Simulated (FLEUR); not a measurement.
## A series of single points on Ti

System: Ti (P6₃/mmc, 2 atoms in the cell).
Method: Kohn-Sham DFT of a periodic cell, PBE, all-electron, no spin polarisation (FLEUR MaX-R8.1 (later development tree)).

The 7 runs differ only in the geometry, by an even scaling of the cell at fixed fractional positions. The structure derives from an entry of the Crystallography Open Database.

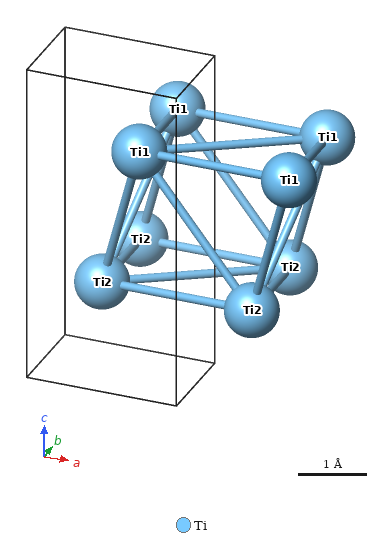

Figure 1. The structure of run 4 (ball-and-stick view of the cell of the calculation, repeated 2 × 2 × 1, seen slightly off an axis; atoms are numbered from 1 in the order of the input).

**Input of run 4**
```
<?xml version="1.0" encoding="UTF-8" standalone="no"?>
<fleurInput fleurInputVersion="0.39">
   <comment>
      Ti                                                                                                  
   </comment>
   <calculationSetup>
      <cutoffs Kmax="4.1" Gmax="12.7" GmaxXC="12.7" numbands="0"/>
      <scfLoop itmax="60" minDistance="0.00001" maxIterBroyd="15" imix="Anderson" alpha="0.05" precondParam="0.0" spinf="2.0" sdNocoIR="T"/>
      <coreElectrons ctail="T" frcor="F" kcrel="0" coretail_lmax="0"/>
      <xcFunctional name="pbe" relativisticCorrections="F"/>
      <magnetism jspins="1"/>
      <soc l_soc="F" theta="0.0" phi="0.0" spav="F"/>
      <expertModes spex="0" secvar="F"/>
      <geometryOptimization l_f="T" forcealpha="1.0" forcemix="BFGS" epsdisp="0.0005" epsforce="0.0002"/>
      <ldaU l_linMix="F" mixParam="0.05" spinf="1.0"/>
   </calculationSetup>
   <cell>
      <bzIntegration valenceElectrons="24.0" mode="hist" fermiSmearingEnergy="0.00183747">
         <kPointListSelection listName="default-1"/>
         <!-- k-points included here -->
         <xi:include xmlns:xi="http://www.w3.org/2001/XInclude" href="kpts.xml"> </xi:include>
      </bzIntegration>
      <!-- symmetry operations included here -->
      <xi:include xmlns:xi="http://www.w3.org/2001/XInclude" href="sym.xml"> </xi:include>
      <bulkLattice scale="1.0">
         <bravaisMatrix>
            <row-1>    5.5746920675700000     0.0000000000000000     0.0000000000000000</row-1>
            <row-2>   -2.7873460337850000     4.8278249488590683     0.0000000000000000</row-2>
            <row-3>    0.0000000000000000     0.0000000000000000     8.8439182631279998</row-3>
         </bravaisMatrix>
      </bulkLattice>
   </cell>
   <atomSpecies>
      <species name="Titanium (Ti)" element="Ti" atomicNumber="22">
         <mtSphere radius="2.46" gridPoints="837" logIncrement="0.014"/>
         <atomicCutoffs lmax="10" lnonsphr="8"/>
         <electronConfig flipSpins="F">
            <coreConfig>(1s1/2) (2s1/2) (2p1/2) (2p3/2)</coreConfig>
            <valenceConfig>(3s1/2) (3p1/2) (3p3/2) (4s1/2) (3d3/2) (3d5/2)</valenceConfig>
            <stateOccupation state="(3d3/2)" spinUp="0.400000" spinDown="0.400000"/>
            <stateOccupation state="(3d5/2)" spinUp="0.600000" spinDown="0.600000"/>
         </electronConfig>
         <energyParameters s="4" p="4" d="3" f="4"/>
         <lo type="SCLO" l="0" n="3" eDeriv="0"/>
         <lo type="SCLO" l="1" n="3" eDeriv="0"/>
         <lo type="SCLO" l="1" n="3" eDeriv="1"/>
         <lo type="SCLO" l="2" n="3" eDeriv="2"/>
         <lo type="SCLO" l="3" n="4" eDeriv="2"/>
      </species>
   </atomSpecies>
   <atomGroups>
      <atomGroup species="Titanium (Ti)">
         <relPos label="                   1">-1.000/3.000 1.000/3.000 -1.000/4.000</relPos>
         <relPos label="                   2">1.000/3.000 -1.000/3.000 1.000/4.000</relPos>
         <force calculate="T" relaxXYZ="TTT"/>
      </atomGroup>
   </atomGroups>
   <output dos="F" band="F" slice="F">
      <checks vchk="F" cdinf="F"/>
      <bandDOS minEnergy="-.5*Htr" maxEnergy="0.5*Htr" sigma="0.015" storeEVData="T"/>
      <vacuumDOS vacdos="F" integ="F" star="F" nstars="0" locx1="0.0" locy1="0.0" locx2="0.0" locy2="0.0" nstm="0" tworkf="0.0"/>
      <unfoldingBand unfoldBand="F" supercellX="1" supercellY="1" supercellZ="1"/>
      <plotting iplot="0" polar="F">
         <plot TwoD="T" vec1="  1.0  0.0  0.0" vec2="  0.0  1.0  0.0" vec3="  0.0  0.0  1.0" zero="  0.0  0.0  0.0" file="plot"/>
      </plotting>
      <chargeDensitySlicing numkpt="0" minEigenval="0.0" maxEigenval="0.0" nnne="0" pallst="F"/>
      <specialOutput eonly="F"/>
      <moessbauerParams electricFieldGradient="T" isomerShift="T" coreHyperfine="T" valenceHyperfine="T"/>
      <magneticCircularDichroism mcd="F" energyLo="-10.0" energyUp="0.0"/>
   </output>
  <!-- We include the file relax.xml here to enable relaxations (see documentation) -->
  <xi:include xmlns:xi="http://www.w3.org/2001/XInclude" href="relax.xml"> <xi:fallback/> </xi:include>
</fleurInput>
```

Command:
```bash
inpgen -f crystal.txt -profile fastHighL; fleur_MPI
```

Lattice vectors (Å) and fractional positions of run 4:
```
   2.950000    0.000000    0.000000
  -1.475000    2.554775    0.000000
   0.000000    0.000000    4.680000
Ti  0.666667  0.333333  0.750000
Ti  0.333333  0.666667  0.250000
```

Run 5 has the same physical settings and fractional positions; its lattice vectors (Å) are:
```
   2.969537    0.000000    0.000000
  -1.484768    2.571694    0.000000
   0.000000    0.000000    4.710994
```

**Results, with one run withheld**

```csv
run,volume per atom (Å³),"free energy per atom, from the lowest run given (meV)"
1,16.577,14.25
2,16.930,4.32
3,17.283,0.00
4,17.636,0.80
5,17.988,?
6,18.341,16.08
7,18.694,29.75
```

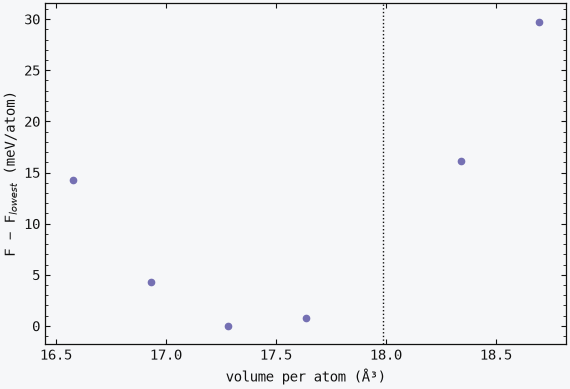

Figure 2. Free energy per atom of the runs given; the dotted line marks run 5.

What should run 5 give?

A cubic polynomial in V^(−2/3) (the Birch–Murnaghan form), fitted to the 6 runs given, misses them by at most 0.01 meV per atom. With x = V^(−2/3) − 0.14807 Å⁻², it reads F = 0.17122 − 1052.3 x + 6.1616e+05 x² − 1.0721e+06 x³ (meV per atom). At run 5 it gives 6.29 meV per atom, and the run itself gives 6.30. The fit has its minimum at 17.400 Å³ per atom, where V d²F/dV² gives 111 GPa. Cell shape and fractional positions are held, so this is the stiffness under even scaling; the relaxed bulk modulus wasn't computed.

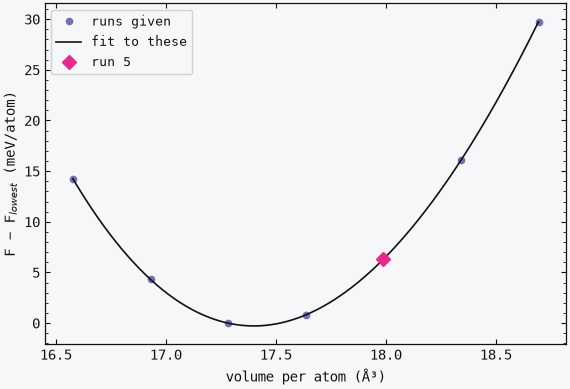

Figure 3. The fit and the withheld run.

**Output (run 5)**
```
Welcome to FLEUR        (www.flapw.de)
      MaX-Release 8.1          (www.max-centre.eu)

 ========== k-point set info ==========
 Selected k-point list: default-1
 k-point list type: mesh
 10 x 10 x 6
 Number of k points: 56

 ------------Calculation Setup---------------------------
 Number of MPI-tasks      :            1
 Number of PE/node        :            1
 Number of OMP-threads    :            1
 Most efficient MPI parallelization for:
           1           2           4           7           8          14          28          56
 Additional eigenvalue parallelization possible
 Number of basis functions:          370
 Approximate size of matrices (H+S) per k-point:         0.002 GB
 --------------------------------------------------------

 Iteration:     1   Distance:       7.86849507 me/bohr^3

 Iteration:     2   Distance:       7.01032675 me/bohr^3

 Iteration:     3   Distance:       2.68319187 me/bohr^3

 Iteration:     4   Distance:       2.10474346 me/bohr^3

 Iteration:     5   Distance:       0.73062382 me/bohr^3

 Iteration:     6   Distance:       0.12632477 me/bohr^3

 Iteration:     7   Distance:       0.05689207 me/bohr^3

 Iteration:     8   Distance:       0.00761551 me/bohr^3

 Iteration:     9   Distance:       0.00804421 me/bohr^3

 Iteration:    10   Distance:       0.00137077 me/bohr^3

 Iteration:    11   Distance:       0.00098276 me/bohr^3

 Iteration:    12   Distance:       0.00005346 me/bohr^3

 Iteration:    13   Distance:       0.00001148 me/bohr^3

 Iteration:    14   Distance:       0.00000649 me/bohr^3

 ********************************************************************
 Run finished successfully
 Stop message:
   all done
 ********************************************************************
```
